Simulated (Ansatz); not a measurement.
## Electronic structure of Al$_{4}$Ni in real space

Input

```
crystal:
  lattice:
    - [4.5088340811, 0.0, 0.0]
    - [0.0, 4.5088340811, 0.0]
    - [0.0, 0.0, 4.5088340811]
  atoms:
    - { symbol: Al, position: [0.0, 0.0, 0.0] }
    - { symbol: Al, position: [0.5, 0.5, 0.0] }
    - { symbol: Al, position: [0.5, 0.0, 0.5] }
    - { symbol: Al, position: [0.0, 0.5, 0.5] }
    - { symbol: Ni, position: [0.5, 0.5, 0.5] }
basis:
  ecutwfc: 420
kpoints:
  mp_grid: { grid: [8, 8, 8] }
hamiltonian:
  xc: pbe
scf:
  occupations: { method: gaussian, width: 0.1 }
output:
  forces: true
  stress: true
  eigenvalues: true
  write_density: true
  write_potential: true
  elf: true
  volumetric_format: npy
relax:
  adjacent_minimum: "off"
  f_tol: 0.01
  max_steps: 80
  cell: { stress_tol: 0.05 }
```

Run with:

```sh
ansatz run input.yaml --threads 1 --pin off --max-ram 2560MiB --backend cpu --events-out ev --progress --plain --runs-dir out
```

Below, planes, directions and counts refer to the conventional cell (a = 4.51 Å, b = 4.51 Å, c = 4.51 Å, α = 90.00°, β = 90.00°, γ = 90.00°).

Space group Pm-3m; a structure generated by program, which may or may not match a known phase; computed without spin polarisation.

These are results of Ansatz 0.2.0, DFT PBE, scalar-relativistic, plane waves, PAW, not measurements.

In a PAW calculation such maps are meaningful between the atoms, not at the nuclei.

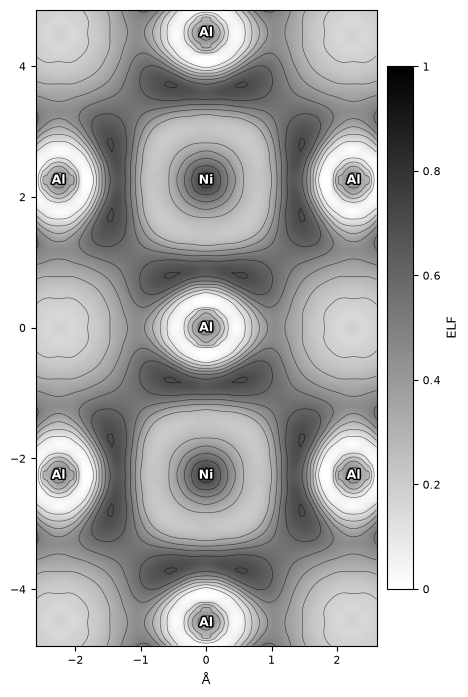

Figure 1. ELF on the (100) plane of the conventional cell.

### Describe what can be read from this map.

The plane passes through Al and Ni nuclei. Al–Ni (2.26 Å): the ELF peaks at about 0.65 between the atoms. The features right at Ni lie inside the PAW spheres, where the map follows smoothed inner orbitals and isn't to be read closely.

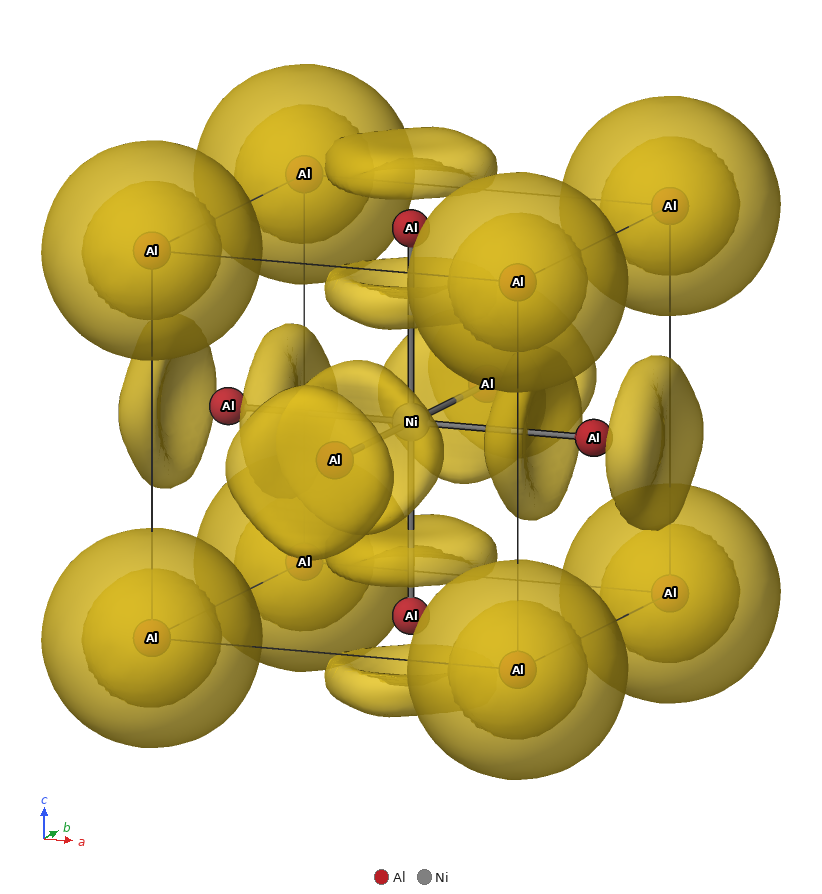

Figure 2. Isosurface of the electron localisation function at 0.6 (yellow), seen slightly off an axis. Core shells and regions of very low density are left out. Sticks mark near contacts.

### Where are the electrons localised?

The ELF exceeds this value in six lobes of the valence shell of Al pointing towards Ni (polar bonds) and one region wrapped around Al (its valence shell), counted in one cell of 5 atoms. Regions shared between cells count once.

### Metal or insulator at this level of theory?

It is metallic or semimetallic at this level of theory: no gap opens.
